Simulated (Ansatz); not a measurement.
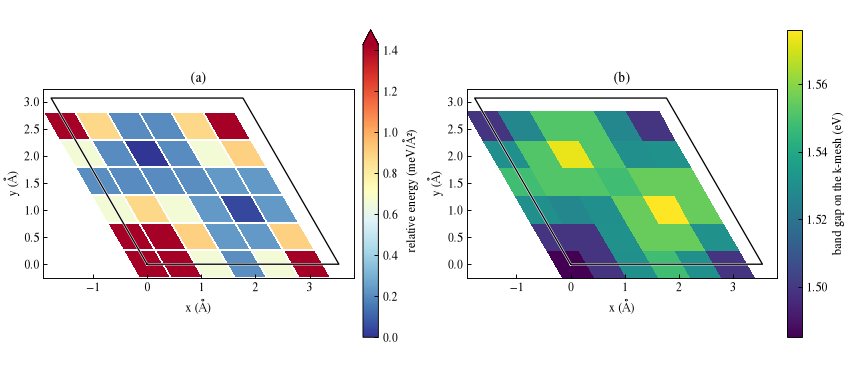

A bilayer of two PtS₂ sheets (1T type) (6 atoms in the cell). The upper layer of a bilayer is slid over the lower one; relaxed at each slide: nothing; the origin of the map has S4 above S3; the distance between the facing planes is held at 3.69 Å. Places are given modulo a cell vector. The map is drawn in real space over the plane of the slide. The scan uses a 6 × 6 grid; 10 points were computed and 26 follow by symmetry. All energies are given in meV/Å² relative to the lowest grid point. At a held distance the lowest stacking need not be the one that binds best once the distance relaxes. Computed with DFT PBE+D3(BJ), scalar-relativistic, plane waves, PAW (Ansatz). Settings: cutoff 420 eV, k-mesh 9×9×1, gaussian smearing 0.05 eV, no spin polarisation.

Panel (a) is the energy; panel (b) is the computed band gap on the k-mesh, in eV.

The picture shows one coloured cell a grid point, the outline of one cell of the plane, one colour for all values above the top of the scale.

Question: How does the band gap on the k-mesh vary over the map, and what is it at the lowest grid point?

Answer: It runs from 1.49 eV at (0/6, 0/6) of the cell vectors to 1.58 eV at (4/6, 2/6) of the cell vectors. At the lowest grid point, (2/6, 4/6) of the cell vectors, it is 1.57 eV.

PAW datasets: the set soft_1.
